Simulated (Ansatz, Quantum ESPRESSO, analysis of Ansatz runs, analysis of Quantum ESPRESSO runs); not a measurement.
**Si donor on a Ga site in GaAs: local vibrational mode, QE: PBE (Quantum ESPRESSO)**

Subject: Si donor on a Ga site in GaAs. Wanted: its local vibrational mode, in one set-up (QE: PBE, GBRV 1.5 PBE, 32-site cell, PBE lattice, k: 2x2x2 shifted, start relaxed with Ansatz). The model is a cell of 32 host atoms with 1 Ga taken out and 1 Si put in. The frequencies come from force constants among the defect atom and its neighbours, with the masses of the isotopes named. Other potentials or another program check that the number doesn't hang on one set of files.

**The experiment.** Threefold local mode of 28Si: 384 cm⁻¹, by Fourier transform infrared absorption, zero pressure (Table 4.3, experiment column) (quoted in “DX Centers in III-V Semiconductors under Hydrostatic Pressure”, 1992, Jeffrey Alan Wolk et al., quoting earlier work (1985)). The runs below try to reproduce this.

Program: Quantum ESPRESSO 7.5. Level of theory: Quantum ESPRESSO plane-wave DFT, PBE, GBRV 1.5 PBE potentials; relaxation of all atoms of a defect supercell. Results are calculated unless marked as measured.

### 1. The structure

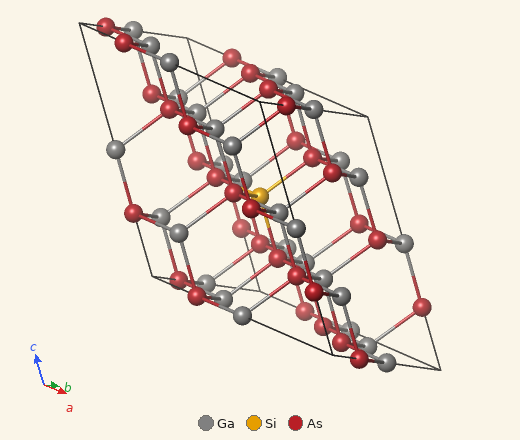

The cell as given, from a free direction (gallium grey, silicon orange, arsenic red). Some periodic images of atoms are drawn too.

The cell holds 32 atoms: 15 Ga, 1 Si and 16 As. Cell: a = 9.937 Å, b = 9.937 Å, c = 9.937 Å, α = 109.5°, β = 109.5°, γ = 109.5°. It derives from GaAs (space group F-43m). Nearest the centre at fractional (0.250, 0.500, 0.250): Si7 at 0.00 Å, As28 at 2.42 Å, As23 at 2.42 Å, As19 at 2.42 Å, As22 at 2.42 Å, Ga12 at 4.05 Å, Ga6 at 4.05 Å, Ga4 at 4.05 Å. The cell carries charge +1.

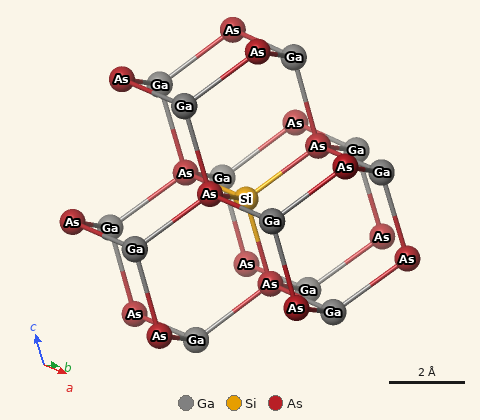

The atoms within 5 Å of the centre.

The host's primitive cell comes from a first run (Quantum ESPRESSO plane-wave DFT, PBE, GBRV 1.5 PBE potentials; relaxation of cell and atoms of a defect-free cell): vectors of 4.057, 4.057 and 4.057 Å. That is 23.60 Å³ an atom, 4.5 % over the diffraction cell's volume. The supercell is built on it.

This program's steps are dear, so the start below was first relaxed with Ansatz (plane-wave PAW DFT, PBE; 23 s).

### 2. Relaxation, charge +1

Every later number rests on the structure around the defect, so the atoms are relaxed at the host's lattice first.

Contents of pw.in:

```
&CONTROL
  calculation = 'relax'
  prefix = 'pwscf'
  outdir = './tmp'
  pseudo_dir = './pseudo'
  tprnfor = .true.
  disk_io = 'low'
  nstep = 70
  forc_conv_thr = 0.00039
  etot_conv_thr = 0.0001
/
&SYSTEM
  ibrav = 0
  nat = 32
  ntyp = 3
  ecutwfc = 45
  ecutrho = 360
  nbnd = 188
  occupations = 'smearing'
  smearing = 'fd'
  degauss = 0.00073499
  tot_charge = 1
/
&ELECTRONS
  conv_thr = 3d-08
  electron_maxstep = 100
  mixing_beta = 0.5
/
&IONS
  ion_dynamics = 'bfgs'
/
ATOMIC_SPECIES
Ga    69.7230 ga_pbe_v1.4.uspp.F.UPF
Si    28.0850 si_pbe_v1.uspp.F.UPF
As    74.9216 as_pbe_v1.uspp.F.UPF
CELL_PARAMETERS angstrom
  -5.7369015769    5.7369015769   -5.7369015769
   5.7369015769    5.7369015769    5.7369015769
   5.7369015769   -5.7369015769   -5.7369015769
ATOMIC_POSITIONS crystal
Ga    -0.0026058573    0.0007722218   -0.0026058573
Ga    -0.0026058573    0.2473941427    0.7507722218
Ga     0.0033780790    0.5000000000    0.5026058573
Ga     0.0033780790    0.7526058573    0.2500000000
Ga     0.2500000000    0.0000000000    0.7500000000
Ga     0.2500000000    0.2533780790    0.5026058573
Si     0.2500000000    0.5000000000    0.2500000000
Ga     0.2500000000    0.7526058573    0.0033780790
Ga     0.4966219210   -0.0007722218    0.4966219210
Ga     0.5026058573    0.2533780790    0.2500000000
Ga     0.5026058573    0.5000000000    0.0033780790
Ga     0.4966219210    0.7466219210    0.7492277782
Ga     0.7500000000    0.0000000000    0.2500000000
Ga     0.7507722218    0.2473941427   -0.0026058573
Ga     0.7500000000    0.5000000000    0.7500000000
Ga     0.7492277782    0.7466219210    0.4966219210
As    -0.0020000837   -0.0018378588    0.7481621412
As     0.0001622250    0.2501622250    0.5020000837
As     0.0063279441    0.5000000000    0.2500000000
As     0.0001622250    0.7520000837    0.0001622250
As     0.2500000000    0.0018378588    0.4998377750
As     0.2500000000    0.2563279441    0.2500000000
As     0.2500000000    0.5000000000    0.0063279441
As     0.2500000000    0.7498377750    0.7518378588
As     0.4998377750    0.0018378588    0.2500000000
As     0.5020000837    0.2501622250    0.0001622250
As     0.4998377750    0.5000000000    0.7518378588
As     0.4936720559    0.7436720559    0.4936720559
As     0.7481621412   -0.0018378588   -0.0020000837
As     0.7481621412    0.2479999163    0.7481621412
As     0.7518378588    0.5000000000    0.4998377750
As     0.7518378588    0.7498377750    0.2500000000
K_POINTS automatic
2 2 2 1 1 1
```

Started as:

```bash
$ OMP_NUM_THREADS=1 mpirun -n 8 pw.x -nk 2 -in pw.in > pw.out
```

The program printed:

```text
This program is part of the open-source Quantum ESPRESSO suite
     for quantum simulation of materials; please cite
         "P. Giannozzi et al., J. Phys.:Condens. Matter 21 395502 (2009);
         "P. Giannozzi et al., J. Phys.:Condens. Matter 29 465901 (2017);
         "P. Giannozzi et al., J. Chem. Phys. 152 154105 (2020);
          URL
     in publications or presentations arising from this work. More details at

     Message from routine setup:
     using ibrav=0 with symmetry is DISCOURAGED, use correct ibrav instead

     K-points division:     npool     =       2
     Subspace diagonalization in iterative solution of the eigenvalue problem:
     one sub-group per band group will be used
     scalapack distributed-memory algorithm (size of sub-group:  2*  2 procs)

     --------------------
     sticks:   dense  smooth     PW     G-vecs:    dense   smooth      PW
     Min        2381    1190    317               147089    51954    7224
     Max        2382    1191    320               147091    51955    7225
     Sum        9525    4763   1273               588361   207819   28897

     Using Slab Decomposition

     bravais-lattice index     =            0
     lattice parameter (alat)  =      18.7775  a.u.
     unit-cell volume          =    5096.6967 (a.u.)^3
     number of atoms/cell      =           32
     number of atomic types    =            3
     number of electrons       =       368.00
     number of Kohn-Sham states=          188
     kinetic-energy cutoff     =      45.0000  Ry
     charge density cutoff     =     360.0000  Ry
     scf convergence threshold =      3.0E-08
     mixing beta               =       0.5000
     number of iterations used =            8  plain     mixing
     energy convergence thresh.=      1.0E-04
     force convergence thresh. =      3.9E-04
     Exchange-correlation= SLA  PW   PBE  PBE
                           (   1   4   3   4   0   0   0)
     nstep                     =           70

     celldm(1)=  18.777462  celldm(2)=   0.000000  celldm(3)=   0.000000
     celldm(4)=   0.000000  celldm(5)=   0.000000  celldm(6)=   0.000000

     crystal axes: (cart. coord. in units of alat)
               a(1) = (  -0.577350   0.577350  -0.577350 )
               a(2) = (   0.577350   0.577350   0.577350 )
               a(3) = (   0.577350  -0.577350  -0.577350 )

     reciprocal axes: (cart. coord. in units 2 pi/alat)
               b(1) = (  0.000000  0.866025 -0.866025 )
               b(2) = (  0.866025  0.866025 -0.000000 )
               b(3) = (  0.866025  0.000000 -0.866025 )

     PseudoPot. # 1 for Ga read from file:
     ga_pbe_v1.4.uspp.F.UPF
     Pseudo is Ultrasoft + core correction, Zval = 19.0
     Generated by new atomic code, or converted to UPF format
     Using radial grid of  871 points,  6 beta functions with:
                l(1) =   0
                l(2) =   0
                l(3) =   1
                l(4) =   1
                l(5) =   2
                l(6) =   2
     Q(r) pseudized with  8 coefficients,  rinner =    1.250   1.250   1.250
                                                       1.250   1.250

     PseudoPot. # 2 for Si read from file:
     si_pbe_v1.uspp.F.UPF
     Pseudo is Ultrasoft + core correction, Zval =  4.0
     Generated by new atomic code, or converted to UPF format
     Using radial grid of  899 points,  6 beta functions with:
                l(1) =   0
                l(2) =   0
                l(3) =   1
                l(4) =   1
                l(5) =   2
                l(6) =   2
     Q(r) pseudized with  8 coefficients,  rinner =    0.900   0.900   0.900
                                                       0.900   0.900

     PseudoPot. # 3 for As read from file:
     as_pbe_v1.uspp.F.UPF
     Pseudo is Ultrasoft + core correction, Zval =  5.0
     Generated by new atomic code, or converted to UPF format
     Using radial grid of  875 points,  6 beta functions with:
                l(1) =   0
                l(2) =   0
                l(3) =   1
                l(4) =   1
                l(5) =   2
                l(6) =   2
     Q(r) pseudized with  8 coefficients,  rinner =    1.300   1.300   1.300
                                                       1.300   1.300

     atomic species   valence    mass     pseudopotential
     Ga               19.00    69.72300     Ga( 1.00)
     Si                4.00    28.08500     Si( 1.00)
     As                5.00    74.92160     As( 1.00)

     24 Sym. Ops. (no inversion) found (22 have fractional translation)

   Cartesian axes

     site n.     atom                  positions (alat units)
         1        Ga     tau(   1) = (   0.0004458   0.0004458   0.0034548  )
         2        Ga     tau(   2) = (   0.5777961  -0.2921300  -0.2891210  )
         3        Ga     tau(   3) = (   0.5769044   0.0004458  -0.0034548  )
         4        Ga     tau(   4) = (   0.5769044   0.2921300   0.2882293  )
         5        Ga     tau(   5) = (   0.2886751  -0.2886751  -0.5773503  )
         6        Ga     tau(   6) = (   0.2921300   0.0004458  -0.2882293  )
         7        Si     tau(   7) = (   0.2886751   0.2886751   0.0000000  )
         8        Ga     tau(   8) = (   0.2921300   0.5769044   0.2882293  )
         9        Ga     tau(   9) = (  -0.0004458  -0.0004458  -0.5738954  )
        10        Ga     tau(  10) = (   0.0004458   0.2921300  -0.2882293  )
        11        Ga     tau(  11) = (   0.0004458   0.5769044  -0.0034548  )
        12        Ga     tau(  12) = (   0.5769044   0.2852203  -0.2882293  )
        13        Ga     tau(  13) = (  -0.2886751   0.2886751  -0.5773503  )
        14        Ga     tau(  14) = (  -0.2921300   0.5777961  -0.2891210  )
        15        Ga     tau(  15) = (   0.2886751   0.2886751  -0.5773503  )
        16        Ga     tau(  16) = (   0.2852203   0.5769044  -0.2882293  )
        17        As     tau(  17) = (   0.4320453  -0.4341675  -0.4318580  )
        18        As     tau(  18) = (   0.4341675  -0.1453050  -0.1454923  )
        19        As     tau(  19) = (   0.4293593   0.1479910   0.1406841  )
        20        As     tau(  20) = (   0.4341675   0.4341675   0.4339801  )
        21        As     tau(  21) = (   0.1453050  -0.1431828  -0.4318580  )
        22        As     tau(  22) = (   0.1479910   0.1479910  -0.1406841  )
        23        As     tau(  23) = (   0.1479910   0.4293593   0.1406841  )
        24        As     tau(  24) = (   0.7226553   0.1431828  -0.1454923  )
        25        As     tau(  25) = (  -0.1431828   0.1453050  -0.4318580  )
[...]
Ga               0.7500000000        0.0000000000        0.2500000000
Ga               0.7507753041        0.2474110835       -0.0025889165
Ga               0.7500000000        0.5000000000        0.7500000000
Ga               0.7492246959        0.7466357795        0.4966357795
[...]
NEW-OLD atomic charge density approx. for the potential

     Self-consistent Calculation

     iteration #  1     ecut=    45.00 Ry     beta= 0.50
     Davidson diagonalization with overlap
     ethr =  1.00E-06,  avg # of iterations =  2.0

     Threshold (ethr) on eigenvalues was too large:
     Diagonalizing with lowered threshold

     Davidson diagonalization with overlap
     ethr =  1.94E-10,  avg # of iterations =  7.5

     total energy              =   -6885.37737679 Ry
     estimated scf accuracy    <       0.00000063 Ry

     iteration #  2     ecut=    45.00 Ry     beta= 0.50
     Davidson diagonalization with overlap
     ethr =  1.72E-10,  avg # of iterations =  4.0

     total energy              =   -6885.37737694 Ry
     estimated scf accuracy    <       0.00000083 Ry

     iteration #  3     ecut=    45.00 Ry     beta= 0.50
     Davidson diagonalization with overlap
     ethr =  1.72E-10,  avg # of iterations =  3.0

     End of self-consistent calculation

          k = 0.4330 0.4330-0.4330 ( 25972 PWs)   bands (ev):

[...]
7.7411   7.8911   7.8911   7.8911

          k = 0.0000 0.4330 0.0000 ( 26027 PWs)   bands (ev):

[...]
8.0636   8.3224   8.5287   8.5942

     the Fermi energy is     7.1880 ev

!    total energy              =   -6885.37737707 Ry
     estimated scf accuracy    <          8.0E-09 Ry
     smearing contrib. (-TS)   =       0.00000000 Ry
     internal energy E=F+TS    =   -6885.37737707 Ry

     The total energy is F=E-TS. E is the sum of the following terms:
     one-electron contribution =   -6277.88761272 Ry
     hartree contribution      =    3254.78569516 Ry
     xc contribution           =   -1236.65215188 Ry
     ewald contribution        =   -2625.62330762 Ry

     convergence has been achieved in   3 iterations

     Forces acting on atoms (cartesian axes, Ry/au):

[...]
Total force =     0.001739     Total SCF correction =     0.000288
     SCF correction compared to forces is large: reduce conv_thr to get better values
     Energy error            =      6.2E-06 Ry
     Gradient error          =      4.1E-04 Ry/Bohr

     number of scf cycles    =   2
     number of bfgs steps    =   1

     energy             old  =   -6885.3773708982 Ry
     energy             new  =   -6885.3773770676 Ry

     CASE: energy            _new < energy            _old

     new trust radius        =       0.0006872461 bohr
     new conv_thr            =       0.0000000003 Ry

ATOMIC_POSITIONS (crystal)
[...]
NEW-OLD atomic charge density approx. for the potential

     Self-consistent Calculation

     iteration #  1     ecut=    45.00 Ry     beta= 0.50
     Davidson diagonalization with overlap
     ethr =  1.00E-06,  avg # of iterations =  2.0

     Threshold (ethr) on eigenvalues was too large:
     Diagonalizing with lowered threshold

     Davidson diagonalization with overlap
     ethr =  1.92E-10,  avg # of iterations =  7.0

     total energy              =   -6885.37738088 Ry
     estimated scf accuracy    <       0.00000035 Ry

     iteration #  2     ecut=    45.00 Ry     beta= 0.50
     Davidson diagonalization with overlap
     ethr =  9.48E-11,  avg # of iterations =  4.0

     total energy              =   -6885.37738096 Ry
     estimated scf accuracy    <       0.00000043 Ry

     iteration #  3     ecut=    45.00 Ry     beta= 0.50
     Davidson diagonalization with overlap
     ethr =  9.48E-11,  avg # of iterations =  3.0

     total energy              =   -6885.37738103 Ry
     estimated scf accuracy    <          7.0E-09 Ry

     iteration #  4     ecut=    45.00 Ry     beta= 0.50
     Davidson diagonalization with overlap
     ethr =  1.89E-12,  avg # of iterations =  5.0

     total energy              =   -6885.37738103 Ry
     estimated scf accuracy    <          6.5E-09 Ry

     iteration #  5     ecut=    45.00 Ry     beta= 0.50
     Davidson diagonalization with overlap
     ethr =  1.78E-12,  avg # of iterations =  2.0

     total energy              =   -6885.37738103 Ry
     estimated scf accuracy    <          4.2E-10 Ry

     iteration #  6     ecut=    45.00 Ry     beta= 0.50
     Davidson diagonalization with overlap
     ethr =  1.14E-13,  avg # of iterations =  4.0

     End of self-consistent calculation

          k = 0.4330 0.4330-0.4330 ( 25972 PWs)   bands (ev):

[...]
7.7408   7.8910   7.8910   7.8910

          k = 0.0000 0.4330 0.0000 ( 26027 PWs)   bands (ev):

[...]
-5.6590  -5.0080  -4.7441  -4.7441  -4.6686  -4.2881  -4.2346  -4.2346
    -4.2320  -4.0276  -3.7884  -3.7226  -3.7226  -3.6342  -3.4484  -3.4484
    -0.5907   0.1462   0.2795   0.4515   0.4515   0.5176   0.5776   0.5970
     0.6231   0.6231   0.8490   1.8733   1.9733   1.9733   2.0883   2.9250
     2.9250   2.9273   3.0937   3.4747   3.6807   3.6807   3.6991   4.1225
     4.1346   4.1346   4.3947   4.4212   4.4212   4.4247   4.4307   4.4475
     4.4475   4.4754   4.4852   4.4852   4.5251   4.5544   5.2968   5.3222
     5.3222   5.4302   5.5011   5.5011   5.5432   5.5756   6.0018   6.0018
     8.0634   8.3218   8.5286   8.5942

     the Fermi energy is     7.1880 ev

!    total energy              =   -6885.37738103 Ry
     estimated scf accuracy    <          1.0E-10 Ry
     smearing contrib. (-TS)   =       0.00000000 Ry
     internal energy E=F+TS    =   -6885.37738103 Ry

     The total energy is F=E-TS. E is the sum of the following terms:
     one-electron contribution =   -6277.90858618 Ry
     hartree contribution      =    3254.79692742 Ry
     xc contribution           =   -1236.65193739 Ry
     ewald contribution        =   -2625.61378489 Ry

     convergence has been achieved in   6 iterations

     Forces acting on atoms (cartesian axes, Ry/au):

[...]
atom   25 type  3   force =     0.00001605    0.00024541    0.00001605
     atom   26 type  3   force =    -0.00024541    0.00001605   -0.00001605
     atom   27 type  3   force =     0.00001605   -0.00001605   -0.00024541
     atom   28 type  3   force =     0.00016528    0.00016528   -0.00016528
     atom   29 type  3   force =    -0.00001605   -0.00024541    0.00001605
     atom   30 type  3   force =    -0.00001605   -0.00001605    0.00024541
     atom   31 type  3   force =    -0.00001605    0.00001605   -0.00024541
     atom   32 type  3   force =    -0.00001605    0.00024541   -0.00001605

     Total force =     0.001059     Total SCF correction =     0.000079
     Energy error            =      4.0E-06 Ry
     Gradient error          =      2.5E-04 Ry/Bohr

     bfgs converged in   3 scf cycles and   2 bfgs steps
     (criteria: energy <  1.0E-04 Ry, force <  3.9E-04 Ry/Bohr)

     End of BFGS Geometry Optimization

     Final energy             =   -6885.3773810295 Ry

     File ./tmp/pwscf.bfgs deleted, as requested
Begin final coordinates

ATOMIC_POSITIONS (crystal)
[...]
As               0.4998902652        0.0019021843        0.2500000000
As               0.5020119190        0.2501097348        0.0001097348
As               0.4998902652        0.5000000000        0.7519021843
As               0.4937402060        0.7437402060        0.4937402060
As               0.7480978157       -0.0019021843       -0.0020119190
As               0.7480978157        0.2479880810        0.7480978157
As               0.7519021843        0.5000000000        0.4998902652
As               0.7519021843        0.7498902652        0.2500000000
End final coordinates

=------------------------------------------------------------------------------=
   JOB DONE.
=------------------------------------------------------------------------------=
```

It took 4.5 min on 8 MPI ranks of Arm Neoverse V1, shared host; peak memory 3.4 GiB; 36 min of CPU time.

No atom moved by 0.005 Å in the relaxation.

Neighbours of Si7 at the end:

```
atom  distance (Å)
As23         2.422
As22         2.422
As19         2.422
As28         2.422
 Ga2         4.050
Ga12         4.050
 Ga3         4.050
Ga14         4.050
 Ga9         4.050
Ga10         4.050
Ga11         4.050
 Ga4         4.050
 Ga6         4.050
 Ga8         4.050
 Ga1         4.050
Ga16         4.050
```

[end of part 1 of 2]

[Logs are printed without paths, hosts, clocks, repeated set-up lines and the standing remarks that a program may print on its own settings, such as how far it seeks lower states.]

[Hosts, paths, dates, database ids (printed as entryN), source tags and the programs' standing remarks are cut or masked in the printed files.]

[For some hosts the program warned that the k-mesh of the response run may be too coarse for force constants and the static dielectric constant; such warnings are not shown here.]
